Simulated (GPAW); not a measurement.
BP (F-43m): refractive index against wavelength

The refractive index of BP (F-43m) below the direct gap (3.41 eV on the mesh) is read from one computed spectrum, n = √(Re ε).

Symmetry: F-43m, No. 216, cubic system. The conventional cell has a = 4.538 Å, b = 4.538 Å, c = 4.538 Å, α = 90.00°, β = 90.00°, γ = 90.00°. Around P on site c lie 4 B at 1.97 Å. B on site a has 4 P at 1.97 Å as nearest neighbours.

Method: GPAW 26.7.0, PBE, RPA, k-mesh 16×16×16, local fields up to 30 eV, Lorentzian half width 0.1 eV.

Launch of the response step: `OMP_NUM_THREADS=1 python df.py`. The run took 23 s, its band step included, on 1 thread of Arm Neoverse V2 (shared host).

```tsv
wavelength (nm)	photon energy E (eV)	n
1550	0.800	3.0141
1310	0.946	3.0243
1064	1.165	3.0432
850	1.459	3.0760
700	1.771	3.1216
633	1.959	?
532	2.331	3.2397
```

In the single-oscillator model n² − 1 = E₀E_d/(E₀² − E²), so 1/(n² − 1) = E₀/E_d − E²/(E₀E_d) is linear in E².

Working, on the rows shown:

| x = E² (eV²) | y = 1/(n² − 1) |
| --- | --- |
| 0.639837 | 0.123689 |
| 0.895757 | 0.122754 |
| 1.35784 | 0.12105 |
| 2.12762 | 0.118179 |
| 3.13716 | 0.114359 |
| 5.43137 | 0.105311 |

Means: x̄ = 2.2649, ȳ = 0.11756. Σ(x − x̄)(y − ȳ) = -0.0619, Σ(x − x̄)² = 16.14. Slope = -0.0619 / 16.14 = -0.003834; intercept = ȳ − slope · x̄ = 0.12624. Turned back into n, the line misses the rows shown by at most 0.0018.

What does the fit predict for the withheld row, and how well does it do?

At x = 3.8364 the line gives y = 0.11153, that is 3.1569. The run gave 3.1553, so the interpolation is off by 0.0016, 0.7 % of the range in the table.

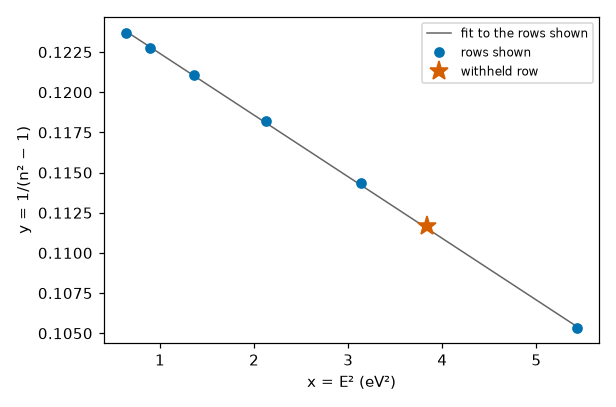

Refitted with all rows, the slope is -0.003825 and the intercept 0.12624. These give E₀ = √(intercept/−slope) = 5.74 eV and E_d = E₀/intercept = 45.5 eV; E₀ is 1.7 times the direct gap. The electronic limit at long wavelengths, without lattice vibrations, is n = √(1 + 1/intercept) = 2.987. Excitons are left out; PBE gaps are as a rule too small. The values come from a sum over the points of one k-mesh and carry its error, which grows as the direct gap shrinks. The local-field cutoff holds few shells of reciprocal vectors for this small cell, so ε∞ can read a few per cent high.

[Logs are printed without paths, hosts, clocks, repeated set-up lines and the standing remarks that a program may print on its own settings, such as how far it seeks lower states.]
